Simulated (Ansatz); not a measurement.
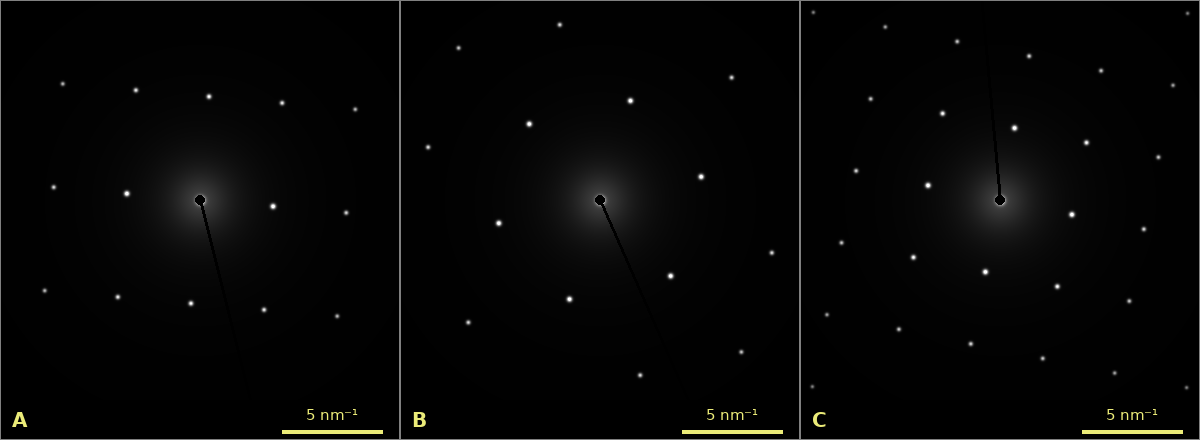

Simulated selected-area electron diffraction patterns (120 kV, kinematic approximation, thin crystal, B = 0.5 Å² for all atoms).

All three come from Ta, space group Pm-3m (No. 221), a = 2.72 Å. Structure: the input geometry of an electronic-structure calculation (not necessarily at equilibrium); the starting structure was generated, so it need not be a known form of this composition.

**Assign the zone axes [001], [110], [111] to A, B and C.**

A is [110]: rectangular net of 0 0 1 at d = 2.72 Å and 1 -1 0 at d = 1.93 Å, at 90.0°. B is [111]: hexagonal net of -1 1 0 at d = 1.93 Å and -1 0 1 at d = 1.93 Å, at 60.0°. C is [001]: square net of 1 0 0 at d = 2.72 Å and 0 1 0 at d = 2.72 Å, at 90.0°.
